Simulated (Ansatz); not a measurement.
**SnSe: density, localisation and related maps**

The calculation's input:

```
crystal:
  lattice:
    - [3.679625728, 0.0, 0.0]
    - [0.0, 3.679625728, 0.0]
    - [0.0, 0.0, 3.679625728]
  atoms:
    - { symbol: Sn, position: [0.5, 0.5, 0.5] }
    - { symbol: Se, position: [0.0, 0.0, 0.0] }
basis:
  ecutwfc: 420
kpoints:
  mp_grid: { grid: [12, 12, 12] }
hamiltonian:
  xc: pbe
scf:
  occupations: { method: gaussian, width: 0.1 }
output:
  forces: true
  stress: true
  eigenvalues: true
  write_density: true
  write_potential: true
  elf: true
  volumetric_format: npy
relax:
  adjacent_minimum: "off"
  f_tol: 0.005
  max_steps: 80
  cell: { stress_tol: 0.05 }
```

Command:

```sh
ansatz run input.yaml --threads 1 --pin off --max-ram 2560MiB --backend cpu --events-out ev --progress --plain --runs-dir out
```

Below, planes, directions and counts refer to the conventional cell (a = 3.68 Å, b = 3.68 Å, c = 3.68 Å, α = 90.00°, β = 90.00°, γ = 90.00°).

The fields are those of the relaxed geometry.

Space group Pm-3m.

Method: DFT PBE, scalar-relativistic, plane waves, PAW in Ansatz.

In a PAW calculation such maps are meaningful between the atoms, not at the nuclei.

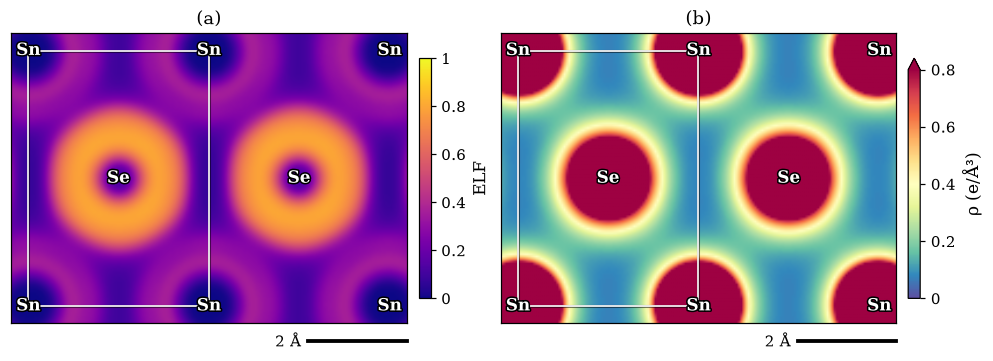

Figure 1. (a) ELF; (b) valence electron density on the (110) plane of the conventional cell.

Interpret the plot.

The section cuts through Sn and Se sites. Sn–Se (3.19 Å): ρ is about 0.17 e/Å³ halfway; the ELF is about 0.30 at the midpoint. Between the atoms the lowest density in this plane is 0.07 e/Å³.

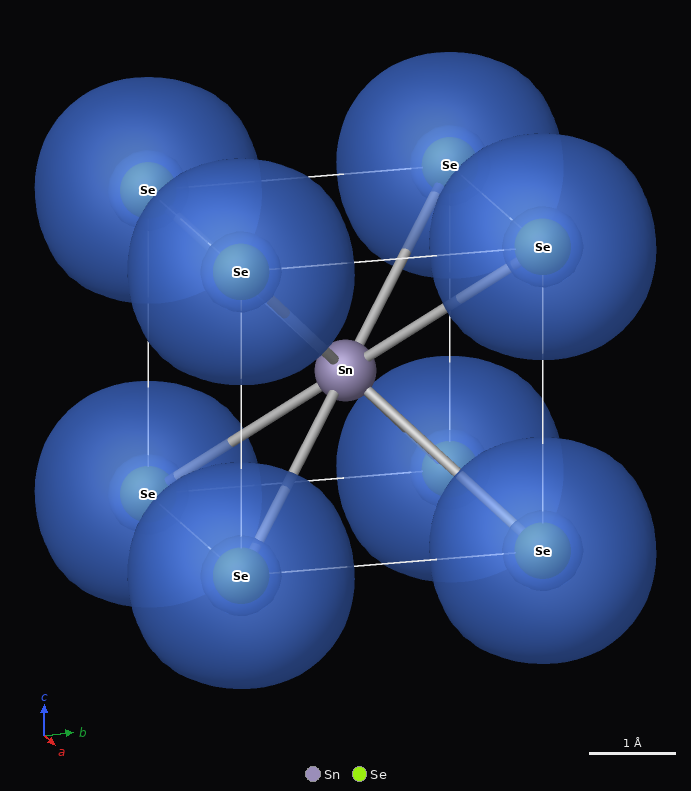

Figure 2. Isosurface of the electron localisation function at 0.55 (blue), seen slightly off an axis. Core shells and regions of very low density are left out. Sticks mark near contacts.

Where are the electrons localised?

At this value the surface marks out one region wrapped around Se (its valence shell), counted in one cell of 2 atoms. Any copies at cell faces, edges or corners count once.

Does the calculation give a band gap?

It is gapless in this calculation (a metal or semimetal).
